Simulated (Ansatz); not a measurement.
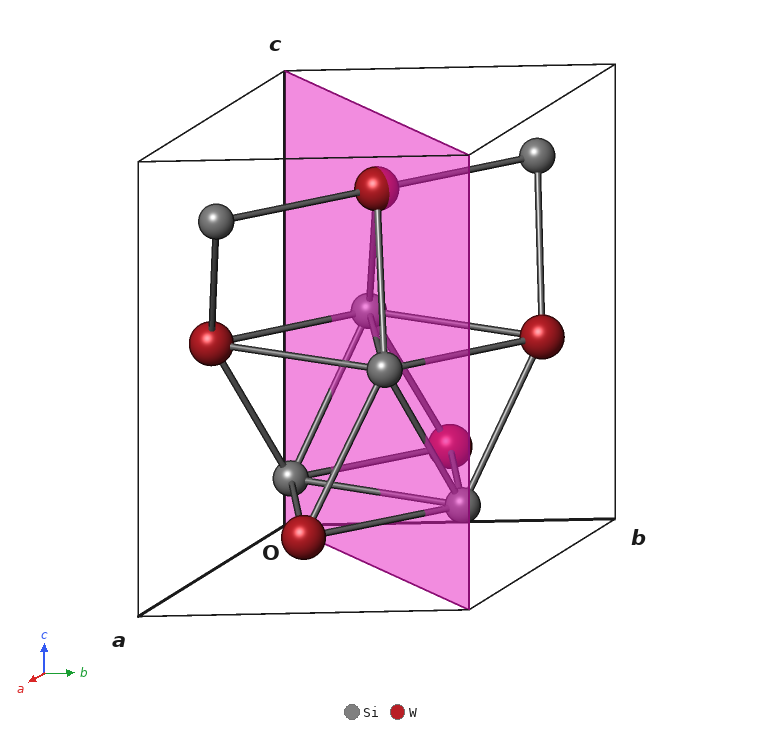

For Si2W, the end point of a relaxation with DFT, PBE, plane waves, PAW in Ansatz 0.2.0: every member of one family of equally spaced planes, hx + ky + lz = a whole number, that cuts the unit cell is shaded (one member passes through the origin O). Geometry calculated from the standardised cell; symmetry tolerance 0.002 Å.

a = 4.614 Å, b = 4.614 Å, c = 6.646 Å, α = 90.00°, β = 90.00°, γ = 120.00°.

**Index the planes.**

(1 −1 0), in four indices (1 −1 0 0); the opposite sign names the same planes. The member next to the origin meets the axes a at 1, b at −1, c never.

**What is the spacing?**

d = 3.996 Å.

**Which atoms of the cell lie in these planes (within 0.03 Å)?**

1 of the 3 W.
